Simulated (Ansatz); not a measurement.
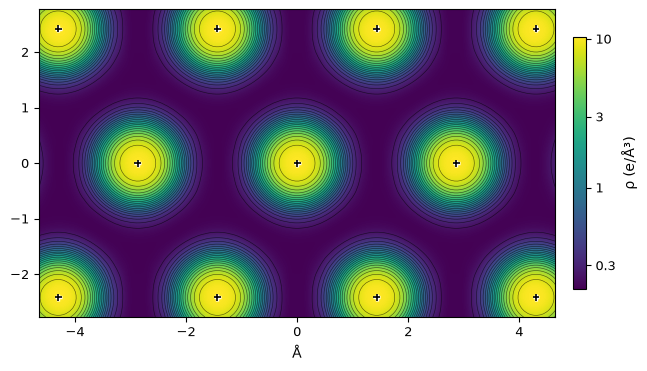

The valence electron density on a plane through atoms (crosses mark nuclei in the plane).

Theory: DFT PBEsol, scalar-relativistic, plane waves, PAW in Ansatz 0.2.0.

Candidates:
A. Ti, a = 2.87 Å, b = 2.87 Å, c = 3.89 Å, α = 90.00°, β = 90.00°, γ = 90.00°. Space group I4/mmm; changed on purpose from its base cell (strain along c alone, the other axes held, atoms relaxed: -4.0 %); computed pressure about 5 GPa in this cell; computed without spin polarisation.
B. ScAl3, a = 4.07 Å, b = 4.07 Å, c = 12.21 Å, α = 90.00°, β = 90.00°, γ = 90.00°. Space group Pm-3m; a structure from a database of computed crystals, not necessarily the ambient phase.

### Which system is this?

Candidate A: Ti on the (101̄) plane of the conventional cell, which holds Ti. Ti–Ti (2.81 Å): ρ at the midpoint is about 0.21 e/Å³. Ti–Ti (2.87 Å): ρ is about 0.21 e/Å³ halfway.
